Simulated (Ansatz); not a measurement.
## How SrO absorbs and reflects light

Wanted: where SrO starts to absorb, how strongly, and its refractive index. The cell comes from an older database entry, whose edges can differ from later determinations, mostly by under a per cent.

Calculated with Ansatz 0.2.0; DFT, PBE, plane-wave PAW, default files, scalar-relativistic, independent-particle optical response without local fields.

The database entry behind the starting cell differs from later determinations by our own check (about 0.5 % short), so it need not match the best structure at ambient conditions.

### 1. Starting point

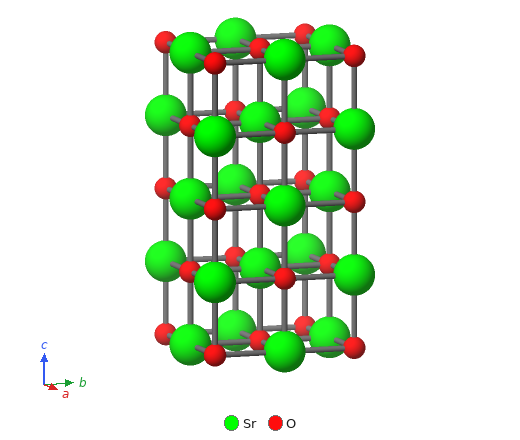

Start, viewed slightly off an axis; strontium green, oxygen red. 1×1×2 cells are drawn. This picture shows the conventional cell, with its axes. Some periodic images of atoms are drawn too.

### 2. Ground state and bands

First the ground state: is it a metal or has it a gap?

This step: DFT, PBE, plane-wave PAW, default files, scalar-relativistic, ground state (Ansatz 0.2.0).

File input.yaml:

```yaml
crystal:
  lattice:
    - [0.0, 2.5663, 2.5663]
    - [2.5663, 0.0, 2.5663]
    - [2.5663, 2.5663, 0.0]
  atoms:
    - { symbol: Sr, position: [0.5, 0.5, 0.5] }
    - { symbol: O, position: [0.0, 0.0, 0.0] }
kpoints:
  mp_grid: { grid: [8, 8, 8] }
  band_path:
    path:
      - [[0.0, 0.0, 0.0], [0.5, 0.0, 0.5], [0.5, 0.25, 0.75], [0.375, 0.375, 0.75], [0.0, 0.0, 0.0], [0.5, 0.5, 0.5], [0.625, 0.25, 0.625], [0.5, 0.25, 0.75], [0.5, 0.5, 0.5], [0.375, 0.375, 0.75]]
      - [[0.625, 0.25, 0.625], [0.5, 0.0, 0.5]]
    npoints: 6
scf:
  occupations: { method: fermi_dirac, width: 0.05 }
  n_extra_bands: 6
hamiltonian:
  xc: pbe
  pseudopotentials: { kind: paw }
output:
  forces: true
  stress: true
  populations: true
  write_bands: true
  write_density: true
  write_potential: true
  elf: true
  volumetric_format: npy
```

Started as:

```bash
$ ansatz run input.yaml --threads 4 --pin off --max-ram 8192MiB --backend cpu --events-out ev --progress --plain --runs-dir out
```

Numbers of over 12 decimals in the logs are rounded to 6 here.

The log of the run:

```text
scf.n_extra_bands = 6 over 8 filled bands (N_el = 16.0): the run solves 14 bands
Engine: ansatz 0.2.0, x86_64-unknown-linux-gnu
Pseudopotentials: kind: paw
Pseudopotential: Sr, paw, valence charge 10, recommended cutoff 420 eV (normal), Sr.paw.azcp
Pseudopotential: O, paw, valence charge 6, recommended cutoff 420 eV (normal), O.paw.azcp
Functional definition: PBE
  parameter kappa = 0.804
  parameter beta = 0.066725
  exchange = pbe_x(kappa = kappa, mu = beta*pi^2/3)
  correlation = pbe_c(beta = beta)
Crystal: 2 atoms, lattice volume = 33.803 Å³
Basis set: ecut = 420 eV, 645 PW (Γ), exchange–correlation on 50×50×50 points (8 copies of the dense FFT grid, shifted against one another)
Bands: 14, of which v1, the nominal top of the filled ones, is band 8 counted from 1 (7 counted from 0)
Symmetry: 48 space group operations
Space group: Fm-3m (ITA 225), of the structure as read, at distance tolerance 3.2e-5 Å
k-points: 29 of 512
Non-local potential: Sr, projectors of the file, l = 0: 3, l = 1: 2, l = 2: 2
Non-local potential: O, projectors of the file, l = 0: 2, l = 1: 2, l = 2: 1
PAW form: soft (Blöchl's): semilocal exchange-correlation on the pseudo side does not see the compensation charge
PAW one-centre angular grid: Sr, 110 points (default); XC on 64 Gauss nodes
PAW one-centre angular grid: O, 110 points (default); XC on 64 Gauss nodes
Initial density: superposition of atomic densities (neutral atoms: chi_scale 0, normalization atom), corrected by the library's trained network
Initial wavefunctions: pseudopotential atomic-orbital guess
Functional: x = pbe(κ = 0.804, μ = 0.219515), c = pbe(β = 0.066725)
SCF iter   1: F=—  HF=-4114.615484 eV  |F-HF|=—  |Δ(HF+E_count)|=         —  Δρ=3.86e-4  dr2=1.53e-5  ethr=1.77e-3  ⟨swp⟩=8.9  Hψ=3110  notcnv=0  defer=5
preconditioner: auto → none  [insulator: Δε(μ)=3.301 eV  Ē_g=17.448 eV  σ=0.050 eV  W_gap=1.00  n_scr=8 (ndim 8)  ℏωp=23.9 eV  f_vac=0.000  D(μ)=0.00/eV (n_scr^D=0)  ε∞_Penn≈2.9]
SCF iter   2: F=—  HF=-4114.616191 eV  |F-HF|=—  |Δ(HF+E_count)|=   7.07e-4  Δρ=3.52e-4  dr2=4.09e-5  ethr=9.55e-8  ⟨swp⟩=4.1  Hψ=1179  notcnv=0  defer=10
SCF iter   3: F=—  HF=-4114.616225 eV  |F-HF|=—  |Δ(HF+E_count)|=   3.39e-5  Δρ=1.56e-4  dr2=6.35e-6  ethr=9.55e-8  ⟨swp⟩=2.0  Hψ=444  notcnv=0  defer=10
SCF iter   4: F=—  HF=-4114.616244 eV  |F-HF|=—  |Δ(HF+E_count)|=   1.93e-5  Δρ=3.25e-5  dr2=2.68e-7  ethr=3.97e-8  ⟨swp⟩=2.0  Hψ=444  notcnv=0  defer=10
iter 5 did not close the SCF: its close was put off for the readings that it lacked (scf_convergence_deferred on its scf_iter line)
SCF iter   5: F=-4114.616244 eV  HF=-4114.616245 eV  |F-HF|=8.07e-8  |Δ(HF+E_count)|=   1.38e-7  Δρ=1.56e-5  dr2=9.34e-8  ethr=1.68e-9  ⟨swp⟩=2.1  Hψ=451  notcnv=0  defer=10
SCF iter   6: F=-4114.616245 eV  HF=-4114.616245 eV  |F-HF|=1.05e-8  |Δ(HF+E_count)|=   1.81e-8  Δρ=5.73e-6  dr2=1.19e-8  ethr=5.84e-10  ⟨swp⟩=11.3  Hψ=2711  notcnv=0
SCF 1 converged in 6 iterations: F = -4114.616245 eV  dr2 = 1.19e-8
  greatest PAW one-centre occupation: 0.987 electrons in one spin orbital (limit 2), on the Sr atom at site 0 (counted from 0), in its partial waves of l = 0
NSCF: frozen V_eff on 62 k-points
SCF converged after 6 iterations
Free energy (F): -4114.616245 eV
Harris-Foulkes:  -4114.616245 eV  (|F-HF|=1.05e-8)
Internal energy: -4114.616245 eV  (E = F + TS)
E sigma→0 (E₀):  -4114.616245 eV
Fermi energy:    9.686131 eV
--- Per-component energies (eV) ---
  E_band       = -56.765782
  E_kinetic    = 423.487392
  E_local      = -861.438143  (includes V_loc(G=0)·N_el)
  E_nonlocal   = 250.221353
  E_hartree    = 233.145401
  E_xc         = -249.540607
  E_vxc        = -259.392020  (∫ρ·V_xc dr)
  E_paw        = -2852.376837  (= ΣΔE_a)
  E_vpaw       = -75.935884  (= ΣTr[D̂ρ^β])
  E_aug_tail   = 0.002416  (compensation charges beyond the density's cutoff)
  E_ewald      = -1058.117221
  E_smearing   = -0.000000  (= −TS)
  E_closure    = -0.000000  (closes the sum)
  Σ components = -4114.616245   (vs F -4114.616245, Δ=0.00e0)
--- Forces (eV/Å), atoms counted from 1 ---
  atom   1  Sr     0.00000000    -0.00000000    -0.00000000
  atom   2  O     -0.00000000     0.00000000     0.00000000
  max |Σ_I F_I| component: 2.41e-29 eV/Å
--- Stress (GPa, compression-positive) ---
        3.324748       0.000000      -0.000000
       -0.000000       3.324748       0.000000
        0.000000      -0.000000       3.324748
  P = ⅓ Tr σ = 3.3247 GPa (33.247 kbar)
--- Band table (eV; the first three rows and the last of 29) ---
  k-point 0: bands = [... 4 lower, -5.9221, 7.9974, 7.9974, 7.9974, 12.0453, 14.2710, 14.2710, 14.2710, ... 2 higher]
  k-point 1: bands = [... 4 lower, -5.6161, 7.5495, 7.8038, 7.8038, 12.7430, 14.1099, 14.5749, 14.5749, ... 2 higher]
  k-point 2: bands = [... 4 lower, -5.1696, 6.7317, 7.3849, 7.3849, 14.0302, 14.2868, 15.4028, 15.4028, ... 2 higher]
  k-point 28: bands = [... 4 lower, -5.3597, 6.8828, 7.5888, 7.5888, 14.0586, 14.0586, 16.7053, 19.2097, ... 2 higher]
--- Löwdin populations: 2 sites ---
  site symbol       q [e]
     0     Sr      8.3497
     1      O      7.3453
  spilling = 0.019062 (of n_electrons = 16.000000)
```

Run time: 0.47 s. Hardware: 4 threads of Intel Xeon Platinum 8488C (Sapphire Rapids), shared host; peak memory 0.35 GiB; 1.3 s of CPU time.

Read-outs, printed or worked out from the files:

| Quantity | Value |
| --- | --- |
| free energy | -4114.6162 eV |
| Fermi energy | 9.686 eV |
| gap by band count | 3.311 eV |
| electrons | 16 |
| symmetry operations | 48 |
| pressure | 3.325 GPa |
| gap on the k-mesh | 3.311 eV |
| volume | 33.80 Å³ |
| gap on the path | 3.311 eV |
| least direct gap on the path | 3.384 eV |

There is a gap, 3.31 eV on the path, so no carriers' term is needed. The cell is left with a pressure of 3.3 GPa, as it stands unrelaxed at this level.

The electronic bands at the labelled points (eV, zero at the Fermi level; v1 is the highest filled band, c1 the lowest empty one):

```csv
point,v3,v2,v1,c1,c2,c3,c4
Γ,-1.69,-1.69,-1.69,2.36,4.58,4.58,4.58
X,-2.08,-1.76,-1.76,1.62,6.20,8.58,8.69
W,-2.80,-2.10,-2.10,4.37,4.37,7.02,9.52
K,-2.62,-2.25,-2.13,3.13,6.26,7.14,8.54
Γ,-1.69,-1.69,-1.69,2.36,4.58,4.58,4.58
L,-3.84,-2.81,-2.81,4.92,6.78,7.24,7.24
U,-2.62,-2.25,-2.13,3.13,6.26,7.14,8.54
W,-2.80,-2.10,-2.10,4.37,4.37,7.02,9.52
L,-3.84,-2.81,-2.81,4.92,6.78,7.24,7.24
K,-2.62,-2.25,-2.13,3.13,6.26,7.14,8.54
jump to U,-2.62,-2.25,-2.13,3.13,6.26,7.14,8.54
X,-2.08,-1.76,-1.76,1.62,6.20,8.58,8.69
```

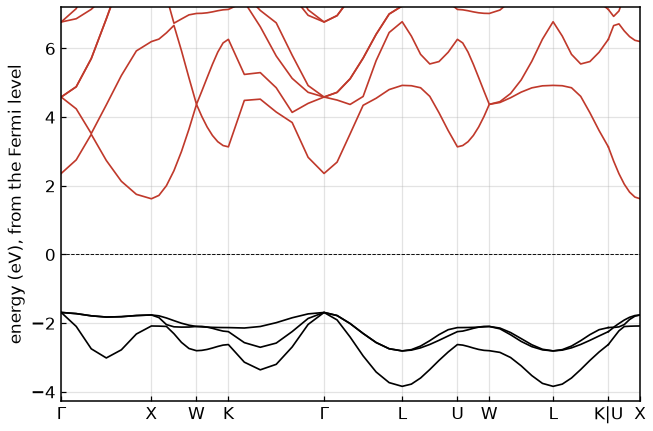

Electronic bands along the path; lines of filled and empty bands in two colours.

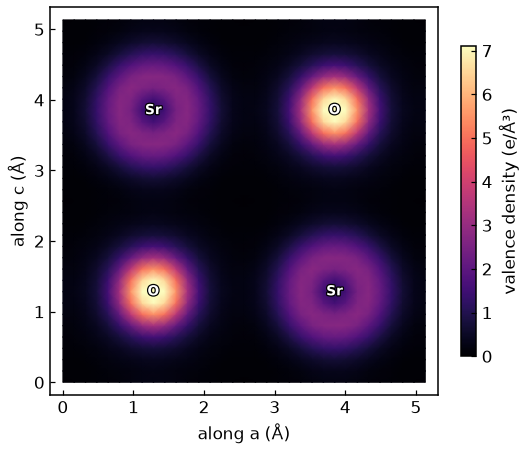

Valence density in the ac plane of the conventional cell at fractional y = 0.000, with atoms of Sr and O within 0.2 Å of it. It is the smooth field of the valence electrons, not physical close to the nuclei. The map starts off the cell's origin, so that atoms lie inside it.

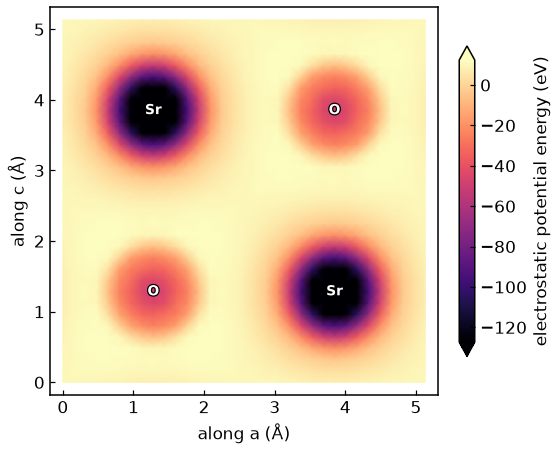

Electrostatic potential energy in the ac plane of the conventional cell at fractional y = 0.000, with atoms of Sr and O within 0.2 Å of it. With pseudopotentials it is smooth inside the atoms' cores, unlike the true potential. The map starts off the cell's origin, so that atoms lie inside it.

### 3. Spectrum

With the density converged, the vertical transitions are summed over the zone.

This step: DFT, PBE, plane-wave PAW, default files, scalar-relativistic, independent-particle optical response without local fields (Ansatz 0.2.0).

input.yaml, the sections that differ from step 2:

```yaml
kpoints:
  mp_grid: { grid: [8, 8, 8] }
scf:
  occupations: { method: fixed }
output:
  optics:
    e_range: [0, 20]
    de: 0.05
    sigma: 0.1
    nscf_kmesh: { grid: [10, 10, 10] }
    bands: { spectra_wanted_up_to: 20 }
# crystal, hamiltonian: as in step 2
```

The log of the run:

```text
[...]
Crystal: 2 atoms, lattice volume = 33.803 Å³
Basis set: ecut = 420 eV, 645 PW (Γ)
Bands: 12, of which v1, the nominal top of the filled ones, is band 8 counted from 1 (7 counted from 0)
Symmetry: 48 space group operations
[...]
k-points: 29 of 512
[...]
SCF iter   1: F=—  HF=-4114.615870 eV  |F-HF|=—  |Δ(HF+E_count)|=         —  Δρ=3.72e-4  dr2=1.14e-5  ethr=1.77e-3  ⟨swp⟩=6.0  Hψ=2235  notcnv=0  defer=49
[...]
SCF iter   9: F=-4114.616259 eV  HF=-4114.616259 eV  |F-HF|=5.46e-12  |Δ(HF+E_count)|=  9.00e-11  Δρ=1.48e-7  dr2=6.47e-12  ethr=1.00e-12  ⟨swp⟩=4.7  Hψ=1810  notcnv=0
SCF 1 converged in 9 iterations: F = -4114.616259 eV  dr2 = 6.47e-12
[...]
NSCF: frozen V_eff on 47 k-points
[...]
output.optics: what the bands over the 27 summed would add to eps1, eps2 and the energy-loss function is held between a lower and an upper bound (6 Lanczos steps). eps1, eps2 and their loss function (loss_summed_bands) are given on every row as the summed bands alone make them. Along an axis, on a row where the two bounds hold the loss function to about 1 % of the greater of itself and 0.5 % of |1/eps|, its cell (loss_completed) is given, with the completed eps1 and eps2 that it is formed of (a cell that is left empty reads nan in the table and null in the record). The two bounds hold it so along every axis on all 401 rows up to 20.000 eV. [rest of the remark cut]
SCF converged after 9 iterations
Free energy (F): -4114.616259 eV
[...]
Internal energy: -4114.616259 eV  (E = F + TS)
E sigma→0 (E₀):  -4114.616259 eV
Fermi energy:    7.997521 eV
[...]
--- Band table (eV; the first three rows and the last of 29) ---
  k-point 0: bands = [... 4 lower, -5.9222, 7.9975, 7.9975, 7.9975, 12.0453, 14.2710, 14.2710, 14.2710]
  k-point 1: bands = [... 4 lower, -5.6161, 7.5496, 7.8039, 7.8039, 12.7430, 14.1099, 14.5749, 14.5749]
  k-point 2: bands = [... 4 lower, -5.1696, 6.7318, 7.3850, 7.3850, 14.0303, 14.2868, 15.4028, 15.4028]
  k-point 28: bands = [... 4 lower, -5.3597, 6.8829, 7.5890, 7.5890, 14.0586, 14.0586, 16.7053, 19.2097]
```

Elapsed: 3.1 s, on 4 threads; peak memory 0.62 GiB.

Read-outs, printed or worked out from the files:

```
electronic dielectric constant ε∞, mean over x, y and z (by symmetry where fewer were run)                                                          : 3.946
absorption onset, first axis (α over 10⁴ cm⁻¹, or the direct gap if that lies higher)                                                               : 3.384 eV
main peak of Im epsilon, first axis                                                                                                                 : 9.348 eV
centre of weight of the strongest loss peak in the window                                                                                           : 12.25 eV
photocurrent from vertical transitions in a film 500 nm thick on a perfect mirror (two passes), AM1.5G, no front reflection, all carriers collected : 0.6207 mA/cm²
least direct gap on the mesh                                                                                                                        : 3.384 eV
bands summed                                                                                                                                        : 27
spectra valid up to                                                                                                                                 : 29.71 eV
program's estimate of the k-sum error in Im epsilon                                                                                                 : 0.08 %
electrons in the f-sum                                                                                                                              : 12.23
```

The Im ε, any direction has structure finer than the step of the table below, so its rows give means over 1 eV, whole bins alone (the curve runs from 0 to 20 eV). Peaks (eV: height): 7.5: 3.98, 9.3: 6.32, 13.4: 2.28, 19.1: 1.91.

The Im ε, any direction by photon energy; means over each step:

```csv
photon energy (eV),"Im ε, any direction"
2,0
3,0.0594
4,1.29
5,2.17
6,2.73
7,3.30
8,3.65
9,4.09
10,3.99
11,2.47
12,1.18
13,0.932
14,1.45
15,0.791
16,0.381
17,0.901
18,1.34
19,1.82
```

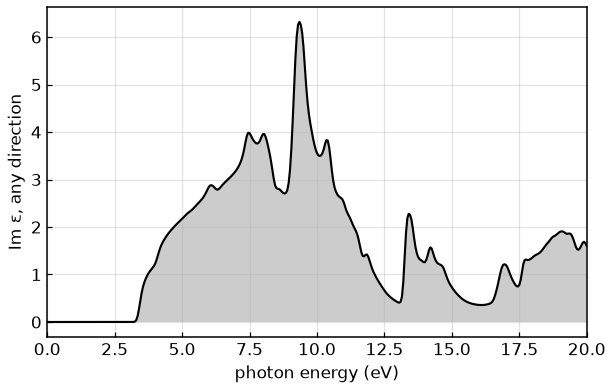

Im ε, any direction, plotted against photon energy.

Table of Re ε, any direction by photon energy:

```csv
photon energy (eV),"Re ε, any direction"
0,3.95
2,4.20
4,5.36
6,4.34
8,2.72
10,0.338
12,-0.0788
14,0.964
16,1.41
18,2.07
20,1.44
```

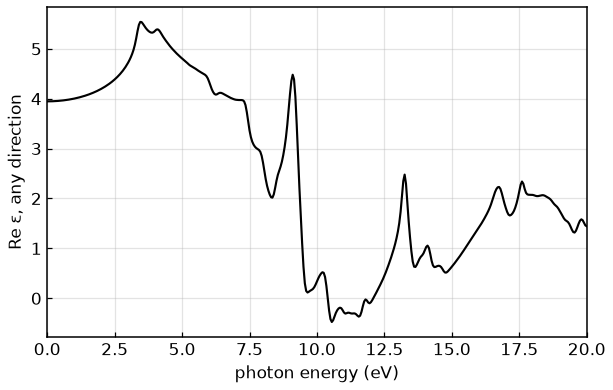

Re ε, any direction, plotted against photon energy.

The reflectivity at normal incidence, any direction has structure finer than the step of the table below, so its rows give means over 1 eV, whole bins alone (the curve runs from 0 to 20 eV). Peaks (eV: height): 7.5: 20.1, 9.5: 31.0, 10.5: 28.8, 13.5: 13.3, 19.1: 9.88.

Reflectivity at normal incidence, any direction against photon energy; means over each step:

```csv
photon energy (eV),"reflectivity at normal incidence, any direction (%)"
1,11.1
2,11.9
3,14.0
4,16.5
5,16.6
6,16.9
7,18.1
8,18.6
9,20.6
10,26.3
11,25.1
12,16.9
13,5.08
14,9.16
15,4.99
16,1.55
17,4.88
18,7.17
19,9.44
```

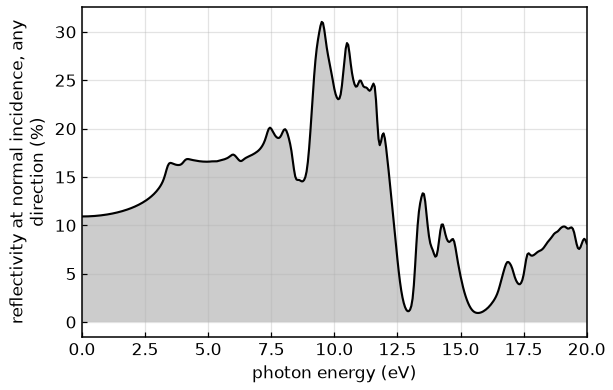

Reflectivity at normal incidence, any direction against photon energy.

Values under 1 per cm are given as 1. Table of absorption coefficient, any direction by photon energy:

```csv
photon energy (eV),"absorption coefficient, any direction (1/cm)"
0.00,1
2.00,1
4.00,1.1e5
6.00,4.0e5
8.00,8.3e5
10.00,1.3e6
12.00,9.7e5
14.00,7.9e5
16.00,2.4e5
18.00,8.2e5
20.00,1.2e6
```

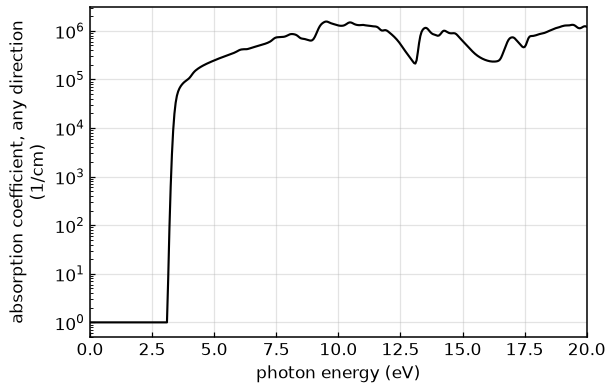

Absorption coefficient, any direction, plotted against photon energy.

The refractive index n and extinction k by photon energy:

```csv
photon energy (eV),n,k
0,1.99,0
2,2.05,0
4,2.33,0.263
6,2.18,0.653
8,1.94,1.02
10,1.40,1.27
12,0.748,0.799
14,1.13,0.557
16,1.20,0.150
18,1.51,0.452
20,1.34,0.597
```

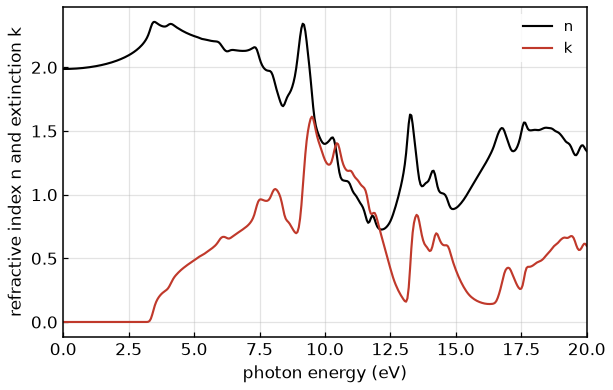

Refractive index n and extinction k against photon energy.

From ε follow the optical constants at some laser and lamp lines:

```csv
wavelength (nm),n,k,R (%),1/α
1550,2.00,0.000,11.0,over 1 mm
1064,2.01,0.000,11.2,over 1 mm
633,2.05,0.000,11.8,over 1 mm
532,2.08,0.000,12.2,over 1 mm
405,2.19,0.000,13.9,over 1 mm
308,2.33,0.271,16.6,90 nm
248,2.24,0.484,16.6,41 nm
```

Rows near the edge hang on the gap, which this functional as a rule makes too small, and phonon-assisted absorption is left out.

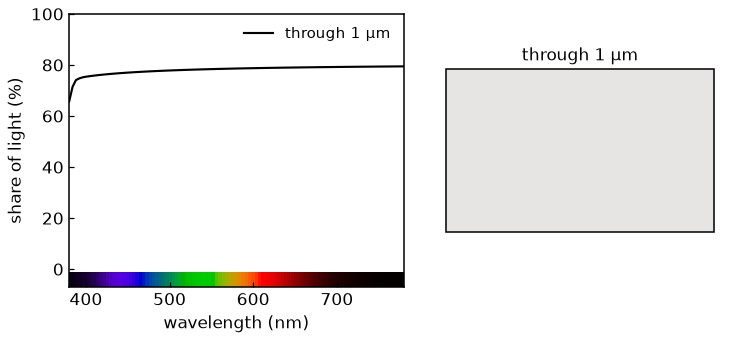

Light through 1 µm across the visible range, with the colour that it makes of daylight (sRGB).

A film 1 µm thick would pass 78 % of daylight and look colourless in transmission (x = 0.315, y = 0.331).

The f-sum over the summed bands holds 12.2 of the cell's 16 electrons outside the frozen cores, 10 of which lie in bands more than 12 eV below the Fermi level, whose transitions come at higher energies. Up to 20 eV the strength has a mean oscillator energy of 9.5 eV, and these transitions give 83 % of ε∞ − 1 along x; the rest comes from higher ones.

(Part 1 of 2 ends here.)

[Logs are printed without paths, hosts, clocks, repeated set-up lines and the standing remarks that a program may print on its own settings, such as how far it seeks lower states.]

[Hosts, paths, dates, database ids (printed as entryN), source tags and the programs' standing remarks are cut or masked in the printed files.]
